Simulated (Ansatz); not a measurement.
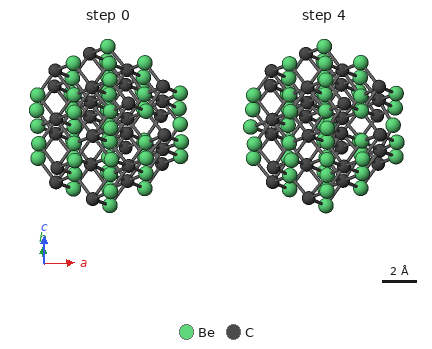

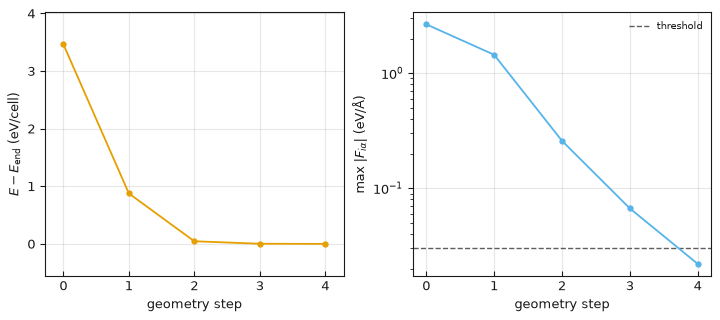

First and last geometry of a relaxation of a defect cell of composition Be63C31, with the history of the run. Style: ball-and-stick. Shown: the atoms within 5.0 Å of the atom that moves most (axes of the cell of the calculation (origin shifted)), from a free direction.

The calculation used Ansatz 0.2.0, DFT, PBEsol, PAW, plane waves. Set-up: plane-wave cutoff 420 eV; k-point mesh 1 × 1 × 1; mesh shifted by (0.25, 0.25, 0.25); collinear spin; atoms relaxed in a fixed cell; force threshold 0.03 eV/Å; at most 80 steps.

Question: Did the run converge, and what did it change?

Answer: It converged. The energy falls by 3.466 eV per cell of the calculation in 4 geometry steps. The largest force component goes from 2.7 to 0.022 eV/Å. A Be atom moves most: 0.34 Å along [3 1 1]. By element the largest moves are Be 0.34 Å, C 0.14 Å. The lattice vectors keep their values. Some distances before and after: Be–C 1.826 → 1.984 Å, Be–C 1.849 → 1.984 Å, Be–C 1.830 → 1.954 Å, Be–C 1.910 → 1.793 Å. Bond angles that change, for instance: C–Be–C 108.3° → 131.9°, C–Be–C 108.9° → 124.5°, C–Be–C 109.6° → 124.5°. The program noted that the starting moments weren't kept. The run took 22 s on 8 threads of Intel(R) Xeon(R) 6975P-C, peak memory 1.9 GiB.

```json
{"step": "0", "E − E(0), meV/atom": "0.00", "largest force component, eV/Å": "2.6605"}
{"step": "1", "E − E(0), meV/atom": "-27.55", "largest force component, eV/Å": "1.4467"}
{"step": "2", "E − E(0), meV/atom": "-36.38", "largest force component, eV/Å": "0.2586"}
{"step": "3", "E − E(0), meV/atom": "-36.84", "largest force component, eV/Å": "0.0669"}
{"step": "4", "E − E(0), meV/atom": "-36.87", "largest force component, eV/Å": "0.0220"}
```
